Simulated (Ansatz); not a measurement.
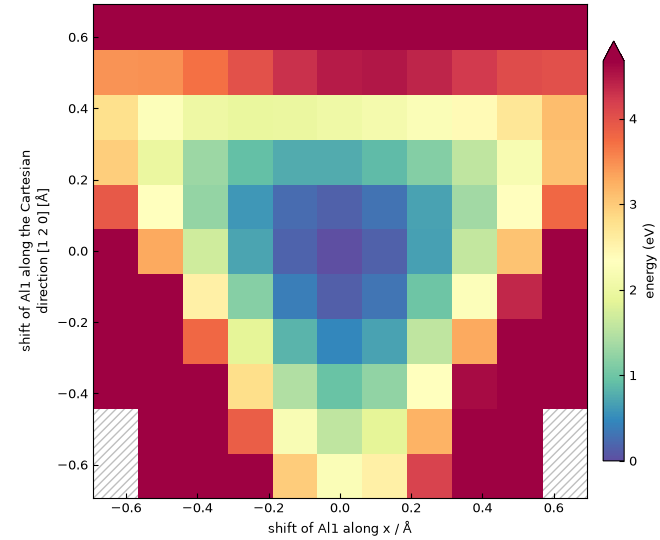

Energy landscape of AlN (P6_3/mmc, No. 194; 8 atoms in the cell). 
- One atom moved over a plane, all else fixed (x along [1 0 0], y along [1 2 0], z along [0 0 1] of the conventional cell).
- The first coordinate is: shift of Al1 along x; the second: shift of Al1 along the Cartesian direction [1 2 0].
- Nothing is relaxed (all other atoms fixed).
- Grid: 11 × 11 points. At 4 points there is no value (left out of the scan, as a rule where atoms come close).
- Points are written as (first, second).
- Energies are in eV per cell, from the lowest grid point.
- Theory: DFT PBE, scalar-relativistic, plane waves, PAW (Ansatz 0.2.0). Settings: cutoff 420 eV, k-mesh 8×6×4 in the order of the run's cell vectors, gaussian smearing 0.05 eV, no spin polarisation.

Drawn: one coloured cell a grid point, one colour for all values above the top of the scale, hatched blanks where no value was computed. 

Question: What does the map say about the system?

Answer: The lowest grid point is at (0.000 Å, 0.000 Å). It is the only kind of minimum in the scanned range. The highest grid point, (−0.630 Å, −0.378 Å), lies 16.4 eV above the lowest. Near the minimum the curvatures are about 17 and 22 eV/Å² along the soft and the stiff direction.

The values on the grid:

```
second ↓, first →  −0.630  −0.504  −0.378  −0.252  −0.126  0.000  0.126  0.252  0.378  0.504  0.630
            0.630     5.2     6.0     6.9     7.8     8.5    8.9    8.8    8.3    7.5    6.7    6.0
            0.504     3.5     3.5     3.7     4.0     4.3    4.5    4.5    4.4    4.2    4.1    4.0
            0.378     2.8     2.3     2.0     1.9     2.0    2.0    2.1    2.2    2.4    2.7    3.1
            0.252     3.0     2.0     1.3     0.9     0.8    0.8    0.9    1.1    1.6    2.2    3.1
            0.126     3.9     2.3     1.2     0.6     0.2    0.2    0.3    0.7    1.3    2.3    3.8
            0.000     5.7     3.3     1.7     0.7     0.2    0.0    0.2    0.7    1.6    3.1    5.3
           −0.126     8.3     4.8     2.6     1.2     0.4    0.1    0.3    1.0    2.3    4.4    7.6
           −0.252    11.9     6.9     3.8     1.9     0.8    0.5    0.7    1.6    3.3    6.2   10.9
           −0.378    16.4     9.5     5.3     2.8     1.5    1.0    1.2    2.3    4.6    8.5   15.0
           −0.504       –    12.4     7.0     3.9     2.2    1.6    1.9    3.2    6.0   11.1      –
           −0.630       –    15.4     8.8     5.0     3.0    2.2    2.6    4.2    7.5   13.7      –
```

The input of one point:

```yaml
crystal:
  lattice:
    - [-1.6567491617, 2.8695737234, 0.0]
    - [0.0, 0.0, 4.1874629526]
    - [4.970247485, 2.8695737234, 0.0]
  atoms:
    - { symbol: Al, position: [0.5, 0.75, 0.1666666667] }
    - { symbol: Al, position: [0.0, 0.75, 0.6666666667] }
    - { symbol: Al, position: [0.0, 0.25, 0.3333333333] }
    - { symbol: Al, position: [0.5, 0.25, 0.8333333333] }
    - { symbol: "N", position: [0.5, 0.25, 0.1666666667] }
    - { symbol: "N", position: [0.0, 0.25, 0.6666666667] }
    - { symbol: "N", position: [0.0, 0.75, 0.3333333333] }
    - { symbol: "N", position: [0.5, 0.75, 0.8333333333] }
basis:
  ecutwfc: 420
kpoints:
  mp_grid: { grid: [8, 6, 4] }
hamiltonian:
  xc: pbe
  pseudopotentials: { kind: paw, azcp: { folder: soft_1 } }
scf:
  occupations: { method: gaussian, width: 0.05 }
output:
  forces: true
  stress: true
  eigenvalues: true
```

Time for the 117 points that were run: 24 min on 2 threads of Arm Neoverse N1 (shared host).
